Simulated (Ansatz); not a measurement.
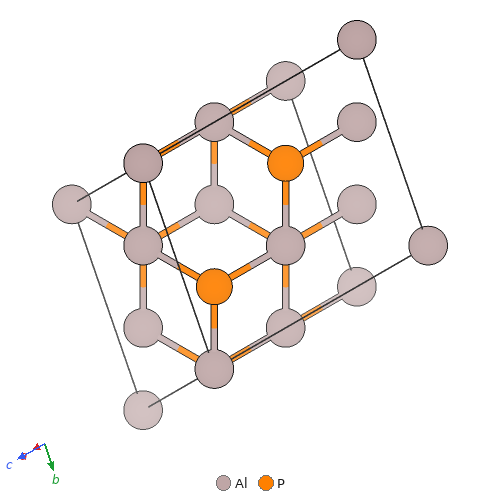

The system is AlP (F-43m phase) with one H guest (13 atoms in the cell, cell charge +1); the picture shows it without the atoms that are moved over the map. A guest moved over a lattice plane through the rigid host; the plane is (1 −1 1) of the conventional cell, half-way across the widest gap between atomic layers, origin above P12. Places are given modulo a cell vector. The map is drawn in real space over the plane of the scan. Nothing is relaxed (host rigid, guest held in the plane). The grid has 9 × 9 points; 45 points were computed and 36 follow by symmetry. All energies are given in eV per cell relative to the lowest grid point. The band gap closes in part of the range. The cell is charged on a uniform background, without a charge correction. Method: Ansatz 0.2.0, DFT LDA, scalar-relativistic, plane waves, PAW. Settings: cutoff 420 eV, k-mesh 4×4×4, gaussian smearing 0.05 eV, no spin polarisation.

Range: place of H13 along a1 from 0.000 to 0.889; place of H13 along a2 from 0.000 to 0.889.

What will the energy surface look like?

The lowest grid point is at (3/9, 8/9) of the cell vectors [nearest 1 Al at 1.63 Å and 1 P at 1.63 Å]; the map holds 2 wells of about this depth. The bottom of the well lies between grid points, at about (0.37, 0.85) of the cell vectors, about 0.024 eV lower on the interpolated surface. There is a further well near (7/9, 8/9) of the cell vectors [nearest 1 Al at 1.63 Å and 1 P at 1.63 Å] (0.014 eV above the lowest at that grid point). Relaxing all atoms from the lowest point lowers the energy by a further 0.61 eV. The highest grid point, (0/9, 0/9) of the cell vectors [nearest 1 Al at 1.18 Å and 1 P at 1.18 Å], lies 3.42 eV above the lowest. On the interpolated surface the easiest way out of the lowest well to a well of about the same depth near (8/9, 3/9) of the cell vectors [nearest 1 Al at 1.63 Å and 1 P at 1.63 Å] passes a barrier of about 0.17 eV, counted from the interpolated bottom of the well.

```csv
"place of H13 along a2 ↓, place of H13 along a1 →",0/9,1/9,2/9,3/9,4/9,5/9,6/9,7/9,8/9
8/9,2.14,2.14,0.75,0.00,0.14,0.32,0.15,0.01,0.75
7/9,0.44,0.80,0.44,0.01,0.09,0.35,0.36,0.10,0.01
6/9,0.06,0.13,0.15,0.09,0.18,0.38,0.47,0.36,0.15
5/9,0.31,0.35,0.39,0.40,0.39,0.40,0.38,0.35,0.32
4/9,0.31,0.55,0.74,0.76,0.62,0.39,0.18,0.09,0.14
3/9,0.05,0.34,0.73,0.91,0.76,0.40,0.09,0.01,0.00
2/9,0.43,0.13,0.38,0.73,0.74,0.39,0.15,0.44,0.75
1/9,2.14,0.79,0.13,0.34,0.55,0.35,0.13,0.80,2.14
0/9,3.42,2.14,0.43,0.05,0.31,0.31,0.06,0.44,2.14
```

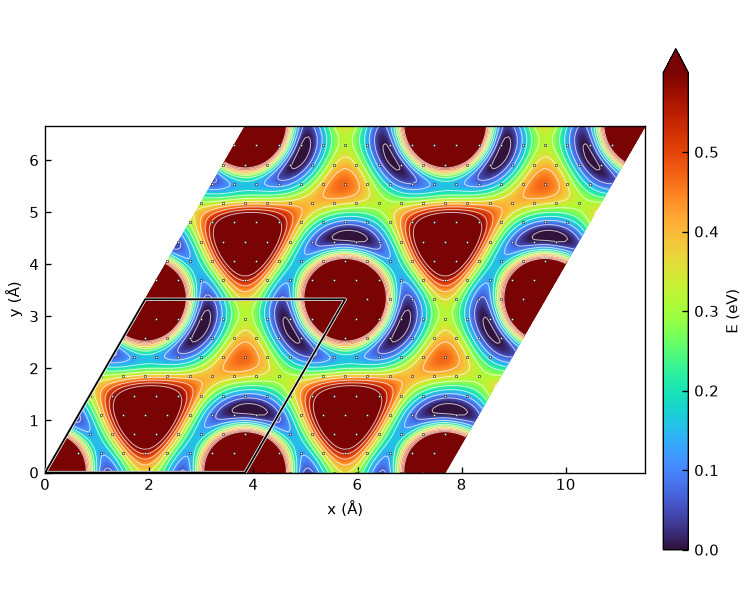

Drawn: a smooth colour map with a few white contour lines, dots at the grid points, the outline of one cell of the 2 × 2 shown, one colour for all values above the top of the scale. Between grid points the surface is interpolated.

Each point was launched as `ansatz run input.yaml --threads 4 --pin off --max-ram 8192MiB --backend cpu --events-out ev --progress --plain --runs-dir out`. Time for the 45 points that were run: 11 min on 4 threads of Arm Neoverse N1 (shared host).

PAW datasets: the set soft_1.
